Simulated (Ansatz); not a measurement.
# Run report: C, geometry relaxation (part 2 of 2)

C (P6/mmm, 2 atoms in the cell); DFT r2SCAN, scalar-relativistic, plane waves, PAW, no spin polarisation (Ansatz 0.2.0); cutoff 500 eV, 18×18×12 k-mesh, Gaussian smearing of 0.1 eV. The structure derives from a Materials Project entry. It belongs to a series of runs on one base structure; here: relaxed at 5 GPa.

Geometry of the input (Å; fractional positions):
```
2.3866  0.0000  0.0000
-1.1933  2.0669  0.0000
0.0000  0.0000  3.4087
C  0.3333  0.6667  0.0000
C  0.6667  0.3333  0.0000
```

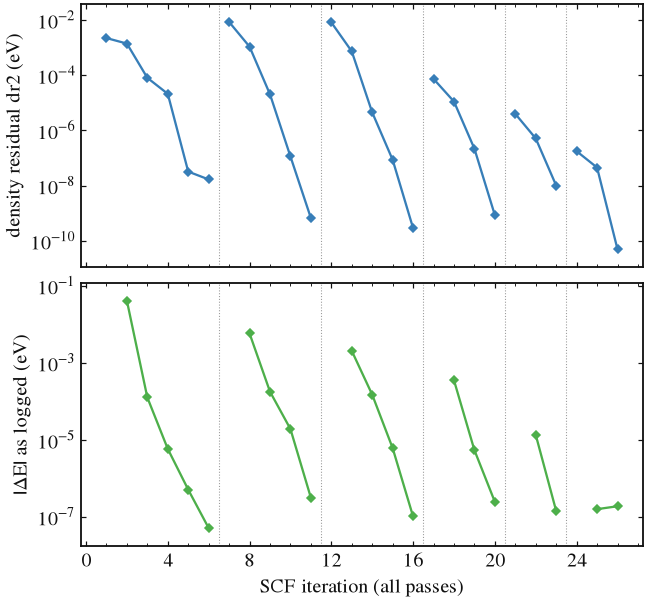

Convergence of the self-consistent field: density residual dr2 and size of the energy change against the SCF iteration. The dotted lines part the SCF passes of the relaxation: geometry steps, rejected trials and re-solves on a re-selected basis. The 6 passes take 3 to 6 iterations each, 26 in all.

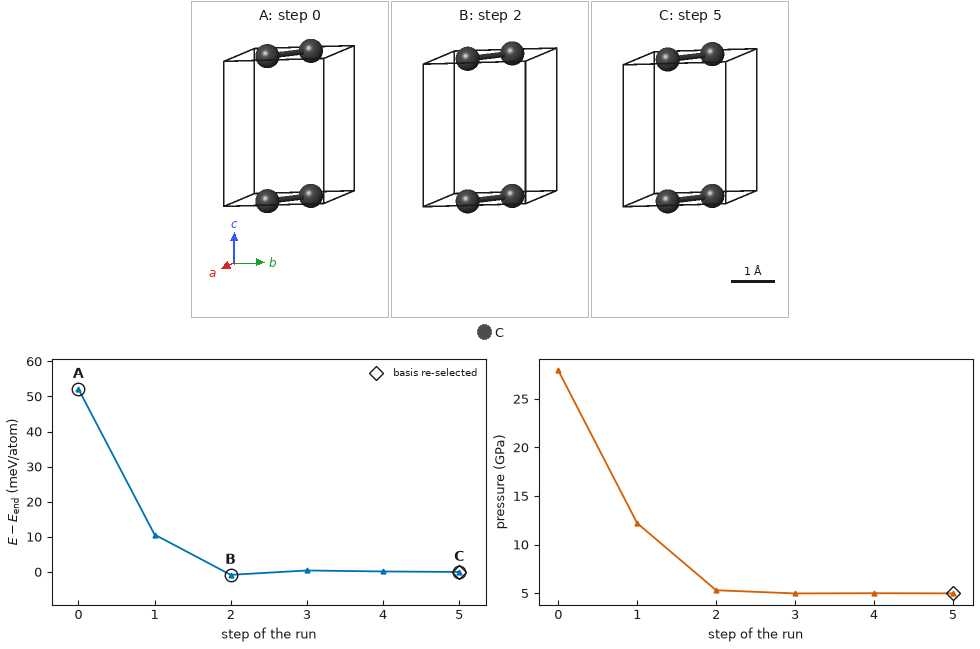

Frames of the relaxation (ball-and-stick view of the cell of the calculation, seen slightly off an axis) above the curves, on which the letters mark them (the first geometry is step 0 here and step 1 in the log).

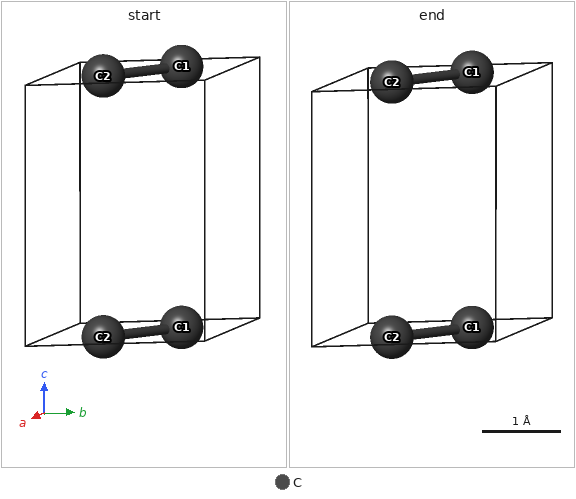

Before (left) and after (right) the relaxation, at one scale (ball-and-stick view of the cell of the calculation, seen slightly off an axis). The energy falls by 52.0 meV per atom in 4 geometry steps. All forces vanish by symmetry, so only the cell relaxes. Pressure: 27.93 GPa at the start and 4.98 GPa at the end. No atom moves by more than 0.005 Å relative to the cell. The drawn cell changes as follows: a = b 2.387 → 2.445 Å (+2.4 %), c 3.409 → 3.334 Å (−2.2 %); the volume changes by +2.7 %. Among the contacts that change: C1–C2 1.378 → 1.412 Å. The space group stays P6/mmm (No. 191). A last SCF at the same geometry on a re-selected plane-wave basis shifts the energy by −0.1 meV per atom. (Atoms are counted from 1 in the order of the input.)

```
basis re-selected at this cell: Δ(F+E_penalty+E_count) = -2.735e-4 eV, ΔP = -0.015 GPa vs the last step (what re-selecting the basis moved, of the pressure what is left beyond the Pulay correction that the steps carried, after the strain that the cell walked since its last selection, with what the two solves' SCF thresholds leave and, on support functions, any second-order correction that the steps lacked; it is no measure of the basis error at this ecutwfc). This SCF's stress stands 1.80e-2 GPa from its target on what of the cell is left free (relax.cell.stress_tol is 8.00e-2 GPa) and its largest allowed force component is 5.92e-16 eV/Å (relax.f_tol is 8.00e-3 eV/Å): within both
SCF converged after 3 iterations
Free energy (F): -503.298830 eV
Harris-Foulkes:  -503.298830 eV  (|F-HF|=7.37e-11)
Internal energy: -503.298701 eV  (E = F + TS)
E sigma→0 (E₀):  -503.298765 eV
Entropy (-TS):   -0.000128 eV (-0.064 meV/atom)
Fermi energy:    7.216653 eV
--- Per-component energies (eV) ---
  E_band       = -20.692943
  E_kinetic    = 182.812161
  E_local      = -303.923912  (includes V_loc(G=0)·N_el)
  E_nonlocal   = 54.128163
  E_hartree    = 91.905061
  E_xc         = -94.742241
  E_vxc        = -131.212891  (∫ρ·V_xc dr)
  E_paw        = -201.848339  (= ΣΔE_a)
  E_vpaw       = -13.618626  (= ΣTr[D̂ρ^β])
  E_aug_tail   = 0.000011  (compensation charges beyond the density's cutoff)
  E_vtau       = 7.311939  (kinetic-family band-sum trace: ∫τ·v_τ [+ j·A + Jᵃ·Aᵃ] dr)
  E_ewald      = -231.580057
  E_core_change = -0.049547  (= ΣΔE_core)
  E_smearing   = -0.000128  (= −TS)
  E_closure    = 0.000000  (closes the sum)
  Σ components = -503.298830   (vs F -503.298830, Δ=0.00e0)
--- Forces (eV/Å), atoms counted from 1 ---
  atom   1  C     -0.00000000     0.00000000     0.00000000
  atom   2  C      0.00000000    -0.00000000    -0.00000000
  max |Σ_I F_I| component: 3.70e-17 eV/Å
--- Stress (GPa, compression-positive) ---
        4.982015      -0.000000      -0.000000
       -0.000000       4.982015      -0.000000
       -0.000000      -0.000000       4.990386
  P = ⅓ Tr σ = 4.9848 GPa (49.848 kbar)
--- Band table (eV; the first three rows and the last of 259) ---
  k-point 0: bands = ["-13.8835", "0.1276", "3.9890", "3.9890", "11.6293", "16.0331", "16.0331", "20.1560"]
  k-point 1: bands = ["-13.8638", "-0.0442", "3.9916", "3.9916", "11.9934", "16.0406", "16.0406", "20.0927"]
  k-point 2: bands = ["-13.8092", "-0.4816", "3.9989", "3.9989", "13.0014", "16.0612", "16.0612", "19.9704"]
  k-point 258: bands = ["-6.2246", "-6.2246", "-3.9698", "6.5313", "6.5313", "16.4923", "23.2170", "23.2170"]
--- Relaxed structure (5 steps of the walk, 5 accepted, 1 SCFs on fresh bases) ---
  F+E_penalty+E_count = -503.29882955 eV   max|allowed force component| = 5.921e-16 eV/Å   (the final SCF, on the basis selected at the relaxed cell)
  cell:  # Å, volume = 17.2609 Å³
    - [2.4450162588026543, 2.957370286638707e-11, -1.130433912646166e-19]
    - [-1.2225081294269387, 2.1174461927742994, 5.652169563348901e-20]
    - [-1.6145301650012503e-19, -5.6375050826871315e-33, 3.3340343431065755]
  atoms:
    - { symbol: C, position: [0.3333333333333333, 0.6666666666666666, 1.5972835277506666e-34] }
    - { symbol: C, position: [0.6666666666666665, 0.3333333333333333, -1.5949107351956797e-34] }
```

### Trajectory as extended XYZ (Å, eV, eV/Å), 6 frames, from step=1 to step=6
```
2
Lattice="2.3866 0.0000 0.0000 -1.1933 2.0669 0.0000 0.0000 0.0000 3.4087" Properties=species:S:1:pos:R:3:forces:R:3 step=1 energy=-503.19457 pressure_GPa=27.93
C     0.0000    1.3779    0.0000    0.0000   0.0000   0.0000
C     1.1933    0.6890    0.0000    0.0000   0.0000   0.0000
2
Lattice="2.4266 0.0000 0.0000 -1.2133 2.1015 0.0000 0.0000 0.0000 3.3054" Properties=species:S:1:pos:R:3:forces:R:3 step=2 energy=-503.27754 pressure_GPa=12.21
C     0.0000    1.4010    0.0000    0.0000   0.0000   0.0000
C     1.2133    0.7005    0.0000    0.0000   0.0000   0.0000
2
Lattice="2.4439 0.0000 0.0000 -1.2219 2.1165 0.0000 0.0000 0.0000 3.3499" Properties=species:S:1:pos:R:3:forces:R:3 step=3 energy=-503.30048 pressure_GPa=5.31
C     0.0000    1.4110    0.0000    0.0000   0.0000   0.0000
C     1.2219    0.7055    0.0000    0.0000   0.0000   0.0000
2
Lattice="2.4451 0.0000 0.0000 -1.2226 2.1176 0.0000 0.0000 0.0000 3.3302" Properties=species:S:1:pos:R:3:forces:R:3 step=4 energy=-503.29799 pressure_GPa=4.98
C     0.0000    1.4117    0.0000    0.0000   0.0000   0.0000
C     1.2226    0.7059    0.0000    0.0000   0.0000   0.0000
2
Lattice="2.4450 0.0000 0.0000 -1.2225 2.1174 0.0000 0.0000 0.0000 3.3340" Properties=species:S:1:pos:R:3:forces:R:3 step=5 energy=-503.29856 pressure_GPa=5.00
C     0.0000    1.4116    0.0000    0.0000   0.0000   0.0000
C     1.2225    0.7058    0.0000    0.0000   0.0000   0.0000
2
Lattice="2.4450 0.0000 0.0000 -1.2225 2.1174 0.0000 0.0000 0.0000 3.3340" Properties=species:S:1:pos:R:3:forces:R:3 step=6 energy=-503.29883 pressure_GPa=4.98
C     0.0000    1.4116    0.0000    0.0000   0.0000   0.0000
C     1.2225    0.7058    0.0000    0.0000   0.0000   0.0000
```

### Results in brief

| quantity | value |
| --- | --- |
| outcome | converged |
| space group (tolerance 0.01 Å) | P6/mmm (191) |
| electrons treated | 8 |
| free energy | −503.2988 eV |
| Fermi energy | 7.217 eV |
| gap on the k-point mesh | none (metallic) |
| pressure | 4.98 GPa |
| final volume | 17.26 Å³ |
| largest force (length of the vector) at the end | under 0.001 eV/Å |
| final cell | a = 2.445 Å, b = 2.445 Å, c = 3.334 Å, α = 90.00°, β = 90.00°, γ = 120.00° |
| wall time | 58 s |
| peak memory | 0.39 GiB |
